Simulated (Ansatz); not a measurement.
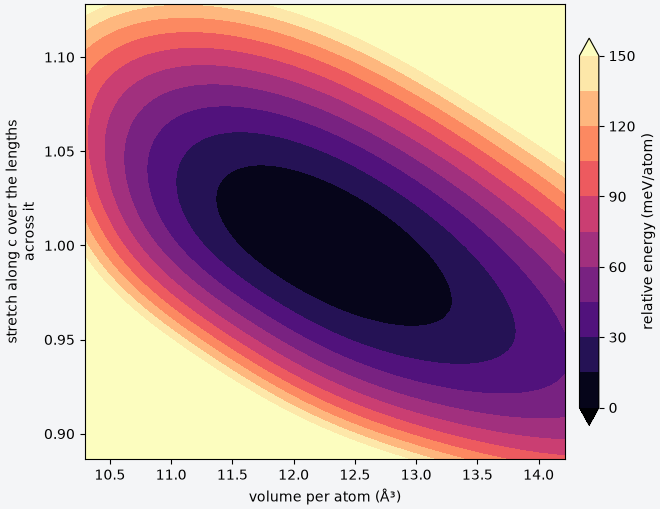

Energy landscape of O (Fmmm, No. 69; 2 atoms in the cell). 
- The energy is mapped over volume and the cell's shape.
- The first coordinate is: volume per atom; the second: stretch along c over the lengths across it, relative to the relaxed cell.
- Nothing is relaxed (fractional coordinates fixed).
- Grid: 5 × 5 points.
- Points are written as (first, second).
- Energies are in meV/atom, from the lowest grid point.
- The runs have no spin polarisation; a magnetic state may lie lower.
- Theory: DFT PBEsol, scalar-relativistic, plane waves, PAW in Ansatz 0.2.0. Settings: cutoff 520 eV, k-mesh 22×22×22, gaussian smearing 0.15 eV, no spin polarisation.

In the figure: filled contours, one colour for all values above the top of the scale. Between grid points the surface is interpolated. 

Q: What does the map say about the system?

A: The lowest grid point is at (12.26 Å³, 1.000). It is the only kind of minimum in the scanned range. The highest grid point, (10.29 Å³, 0.886), lies 663 meV/atom above the lowest. Round the minimum the valley is strongly tilted: raising volume per atom shifts the best value of the second coordinate downwards (coupling k₁₂/√(k₁₁k₂₂) about 0.6).

Each point was launched as `ansatz run input.yaml --threads 1 --pin off --max-ram 2048MiB --backend cpu --events-out ev --progress --plain --runs-dir out`. Time for the 25 points that were run: 10 min on 1 thread of Arm Neoverse V2, with other jobs on the host.
